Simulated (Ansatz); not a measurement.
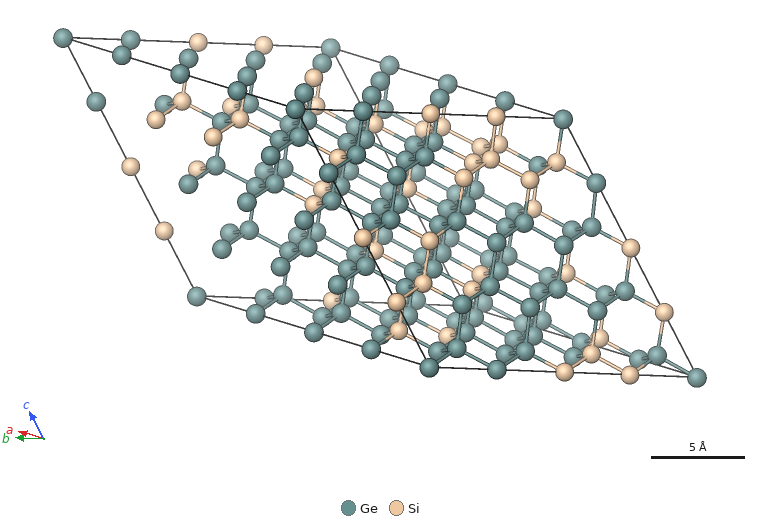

Fig. 1: The input geometry (ball-and-stick view of the cell of the calculation, seen at an oblique angle).

Single-point calculation of Ge₉₆Si₃₂

- system: Ge₉₆Si₃₂ (P1, 128 atoms in the cell)
- method: DFT, HSE06 with spin-orbit coupling, PAW, plane waves (Ansatz 0.2.0)

The structure was built on a prototype by a generator.

**Input**
```yaml
crystal:
  lattice:
    - [0.000000, 11.210996, 11.210996]
    - [11.210996, 0.000000, 11.210996]
    - [11.210996, 11.210996, 0.000000]
  atoms:
    - { symbol: Ge, position: [0.001443, 0.002181, 0.997037] }
    - { symbol: Ge, position: [0.498096, 0.001885, 0.996848] }
    - { symbol: Ge, position: [0.251877, 0.247567, 0.250420] }
    - { symbol: Ge, position: [0.496717, 0.001139, 0.501350] }
    - { symbol: Ge, position: [0.751071, 0.248980, 0.249052] }
    - { symbol: Ge, position: [0.000556, 0.499008, 0.500798] }
    - { symbol: Ge, position: [0.247434, 0.752194, 0.248073] }
    - { symbol: Ge, position: [0.502347, 0.497961, 0.498415] }
    - { symbol: Ge, position: [0.749473, 0.749618, 0.251224] }
    - { symbol: Ge, position: [0.748743, 0.251724, 0.751774] }
    - { symbol: Ge, position: [0.748689, 0.751989, 0.751643] }
    - { symbol: Ge, position: [0.062586, 0.064355, 0.063988] }
    - { symbol: Ge, position: [0.561312, 0.062531, 0.062262] }
    - { symbol: Ge, position: [0.061181, 0.560198, 0.061322] }
    - { symbol: Ge, position: [0.062229, 0.061022, 0.561191] }
    - { symbol: Ge, position: [0.314271, 0.313380, 0.311846] }
    - { symbol: Ge, position: [0.561708, 0.562045, 0.061110] }
    - { symbol: Ge, position: [0.561485, 0.060434, 0.567042] }
    - { symbol: Ge, position: [0.811399, 0.312655, 0.313191] }
    - { symbol: Ge, position: [0.060417, 0.564397, 0.564927] }
    - { symbol: Ge, position: [0.312966, 0.812201, 0.311889] }
    - { symbol: Ge, position: [0.312140, 0.309467, 0.811521] }
    - { symbol: Ge, position: [0.564402, 0.563062, 0.561151] }
    - { symbol: Ge, position: [0.813335, 0.812198, 0.312992] }
    - { symbol: Ge, position: [0.311097, 0.813253, 0.811888] }
    - { symbol: Ge, position: [0.246917, 0.248392, 0.000652] }
    - { symbol: Ge, position: [0.496838, 0.000552, 0.251273] }
    - { symbol: Ge, position: [0.750798, 0.251505, 0.997623] }
    - { symbol: Ge, position: [0.999869, 0.500064, 0.250072] }
    - { symbol: Ge, position: [0.251579, 0.750704, 0.000985] }
    - { symbol: Ge, position: [0.001001, 0.001652, 0.750463] }
    - { symbol: Ge, position: [0.251098, 0.247639, 0.501122] }
    - { symbol: Ge, position: [0.500297, 0.500714, 0.250395] }
    - { symbol: Ge, position: [0.750948, 0.750786, 0.996891] }
    - { symbol: Ge, position: [0.747958, 0.249789, 0.502074] }
    - { symbol: Ge, position: [0.249107, 0.751047, 0.500342] }
    - { symbol: Ge, position: [0.500914, 0.498234, 0.750149] }
    - { symbol: Ge, position: [0.749385, 0.749120, 0.501013] }
    - { symbol: Ge, position: [0.061287, 0.060627, 0.313459] }
    - { symbol: Ge, position: [0.312562, 0.311513, 0.061491] }
    - { symbol: Ge, position: [0.560467, 0.065937, 0.312087] }
    - { symbol: Ge, position: [0.817048, 0.311198, 0.060521] }
    - { symbol: Ge, position: [0.066393, 0.561542, 0.311630] }
    - { symbol: Ge, position: [0.311226, 0.310614, 0.566871] }
    - { symbol: Ge, position: [0.812426, 0.812068, 0.062604] }
    - { symbol: Ge, position: [0.810264, 0.315739, 0.562655] }
    - { symbol: Ge, position: [0.059629, 0.560105, 0.814472] }
    - { symbol: Ge, position: [0.314668, 0.811467, 0.563937] }
    - { symbol: Ge, position: [0.562451, 0.560846, 0.816188] }
    - { symbol: Ge, position: [0.814946, 0.811316, 0.562220] }
    - { symbol: Ge, position: [0.251680, 0.001465, 0.248617] }
    - { symbol: Ge, position: [0.500931, 0.251075, 0.997472] }
    - { symbol: Ge, position: [0.749508, 0.000667, 0.249924] }
    - { symbol: Ge, position: [0.000982, 0.748794, 0.999754] }
    - { symbol: Ge, position: [0.998943, 0.249968, 0.500759] }
    - { symbol: Ge, position: [0.497416, 0.751417, 0.997939] }
    - { symbol: Ge, position: [0.249048, 0.003905, 0.749173] }
    - { symbol: Ge, position: [0.500543, 0.249630, 0.502925] }
    - { symbol: Ge, position: [0.747762, 0.500954, 0.250415] }
    - { symbol: Ge, position: [0.249247, 0.498957, 0.750718] }
    - { symbol: Ge, position: [0.751737, 0.496178, 0.751170] }
    - { symbol: Ge, position: [0.561569, 0.314399, 0.063780] }
    - { symbol: Ge, position: [0.815725, 0.060750, 0.312337] }
    - { symbol: Ge, position: [0.063309, 0.812963, 0.062653] }
    - { symbol: Ge, position: [0.061875, 0.310165, 0.567507] }
    - { symbol: Ge, position: [0.310894, 0.562293, 0.311695] }
    - { symbol: Ge, position: [0.562084, 0.812256, 0.061631] }
    - { symbol: Ge, position: [0.811227, 0.561443, 0.315453] }
    - { symbol: Ge, position: [0.810760, 0.061787, 0.811179] }
    - { symbol: Ge, position: [0.059812, 0.814023, 0.560916] }
    - { symbol: Ge, position: [0.312054, 0.564222, 0.811994] }
    - { symbol: Ge, position: [0.560775, 0.811701, 0.562302] }
    - { symbol: Ge, position: [0.815421, 0.561553, 0.811528] }
    - { symbol: Ge, position: [0.252456, 0.000176, 0.998957] }
    - { symbol: Ge, position: [0.749367, 0.999927, 0.999722] }
    - { symbol: Ge, position: [0.999951, 0.250090, 0.246979] }
    - { symbol: Ge, position: [0.249704, 0.500135, 0.000602] }
    - { symbol: Ge, position: [0.251809, 0.000971, 0.499039] }
    - { symbol: Ge, position: [0.750873, 0.499339, 0.999608] }
    - { symbol: Ge, position: [0.750606, 0.999364, 0.500999] }
    - { symbol: Ge, position: [0.002066, 0.751121, 0.251487] }
    - { symbol: Ge, position: [0.248773, 0.499559, 0.500883] }
    - { symbol: Ge, position: [0.501217, 0.746696, 0.250774] }
    - { symbol: Ge, position: [0.503076, 0.247691, 0.749112] }
    - { symbol: Ge, position: [0.996426, 0.751013, 0.750443] }
    - { symbol: Ge, position: [0.500771, 0.751070, 0.751493] }
    - { symbol: Ge, position: [0.812807, 0.063345, 0.061242] }
    - { symbol: Ge, position: [0.063133, 0.311619, 0.312069] }
    - { symbol: Ge, position: [0.314068, 0.561375, 0.064582] }
    - { symbol: Ge, position: [0.561712, 0.311140, 0.312671] }
    - { symbol: Ge, position: [0.814999, 0.561772, 0.061595] }
    - { symbol: Ge, position: [0.813457, 0.060794, 0.565871] }
    - { symbol: Ge, position: [0.313222, 0.562321, 0.562064] }
    - { symbol: Ge, position: [0.560674, 0.811586, 0.315977] }
    - { symbol: Ge, position: [0.811634, 0.560437, 0.562056] }
    - { symbol: Ge, position: [0.065496, 0.812081, 0.810883] }
    - { symbol: Si, position: [0.000431, 0.495899, 0.000347] }
    - { symbol: Si, position: [0.999174, 0.999612, 0.500120] }
    - { symbol: Si, position: [0.499107, 0.499169, 0.001562] }
    - { symbol: Si, position: [0.247221, 0.247038, 0.752416] }
    - { symbol: Si, position: [0.251106, 0.749856, 0.749304] }
    - { symbol: Si, position: [0.815783, 0.310622, 0.812577] }
    - { symbol: Si, position: [0.810879, 0.815580, 0.812095] }
    - { symbol: Si, position: [0.001217, 0.997297, 0.250880] }
    - { symbol: Si, position: [0.498320, 0.000057, 0.753008] }
    - { symbol: Si, position: [0.001292, 0.495923, 0.751007] }
    - { symbol: Si, position: [0.311945, 0.814349, 0.061943] }
    - { symbol: Si, position: [0.062224, 0.066846, 0.811387] }
    - { symbol: Si, position: [0.562701, 0.561362, 0.312709] }
    - { symbol: Si, position: [0.564073, 0.060614, 0.810381] }
    - { symbol: Si, position: [0.002700, 0.251222, 0.997722] }
    - { symbol: Si, position: [0.251643, 0.498666, 0.249632] }
    - { symbol: Si, position: [0.747636, 0.997869, 0.751504] }
    - { symbol: Si, position: [0.000510, 0.750760, 0.497730] }
    - { symbol: Si, position: [0.499930, 0.748244, 0.501250] }
    - { symbol: Si, position: [0.060803, 0.313091, 0.060589] }
    - { symbol: Si, position: [0.312162, 0.062516, 0.313299] }
    - { symbol: Si, position: [0.314140, 0.063795, 0.812202] }
    - { symbol: Si, position: [0.563084, 0.312438, 0.562944] }
    - { symbol: Si, position: [0.499535, 0.251192, 0.249542] }
    - { symbol: Si, position: [0.999113, 0.249529, 0.754089] }
    - { symbol: Si, position: [0.749180, 0.500341, 0.499951] }
    - { symbol: Si, position: [0.312174, 0.063092, 0.062369] }
    - { symbol: Si, position: [0.311605, 0.062987, 0.563099] }
    - { symbol: Si, position: [0.061698, 0.814494, 0.314129] }
    - { symbol: Si, position: [0.062956, 0.311064, 0.813555] }
    - { symbol: Si, position: [0.562818, 0.312398, 0.812266] }
    - { symbol: Si, position: [0.560906, 0.816543, 0.812247] }
kpoints:
  mp_grid: { grid: [1, 1, 1] }
hamiltonian:
  xc: hse06
magnetization:
  noncollinear: true
  spin_orbit: true
scf:
  occupations: { method: fermi_dirac, width: 0.01 }
output:
  forces: true
  eigenvalues: true
  populations: true
  eigenstates: { kpoints: [[0, 0, 0]], e_range: [-6.0, 6.0], localisation: true }
```

Hardware: 1 × NVIDIA GB300 Max-Q, 8 threads of Arm Neoverse-V2, 125 GiB of memory available, shared host.

Launched with:
```bash
ansatz run in.yaml --threads 8 --pin off --max-ram 118750MiB --runs-dir r --events-out ev --progress --plain --backend cuda --devices 0,
```

**Log**
```
Pseudopotentials: kind: paw_fr
Functional definition: HSE06
  parameter a = 0.25
  parameter omega = 0.11/bohr
  exchange = pbe_x - a*pbe_x_sr(omega) + a*exact_x_sr(omega)
  correlation = pbe_c
non-collinear run that drives no moment, with spin-orbit: no starting moment large enough to seed its density (crystal.atoms[].spin), no starting occupations that ask for one, no magnetisation constraint and no magnetic field, so the semilocal B_xc is pinned to zero
Error: memory limit exceeded: the `cold-start seed` phase of `eigenstates` needs 120.45 GiB against the run's memory maximum of 115.97 GiB; largest carriers: fock fold scratch 71.53 GiB, exchange sum transients 31.24 GiB, wavefunctions 3.21 GiB, source scf state 2.98 GiB, fock little-group-averaged channel 2.92 GiB; a later phase of this entry needs more than this one; wavefunction blocks cannot b
with nothing else changed it takes a maximum of at least 120.45 GiB, with nothing to spare, and 132.50 GiB leaves up to a tenth: --max-ram 132.50GiB where that set the maximum, else more of the term that did, and with no share typed, where 132.50 GiB is over 0.88 of the host's memory or its container's limit, a share of 0.88 or more that holds the maximum too (--max-ram-frac F), where one does; Th
`eigenstates` follows the SCF: where the deck gives it k-points, a mesh or a band count of its own, those are what to reduce (not on a resume, whose deck is fixed)
```

**What the run reported**

| quantity | value |
| --- | --- |
| outcome | refused by the program |
| space group (tolerance 0.01 Å) | P1 (1) |

The program refused the input: “memory limit exceeded: the `cold-start seed` phase of `eigenstates` needs 120.45 GiB against the run's memory maximum of 115.97 GiB; largest carriers: fock fold scratch 71.53 GiB, exchange sum transients 31.24 GiB, wavefunctions 3.21 GiB, source scf state 2.98 GiB, fock little-group-averaged channel 2.92 GiB; a later phase of this entry needs more than this one …”
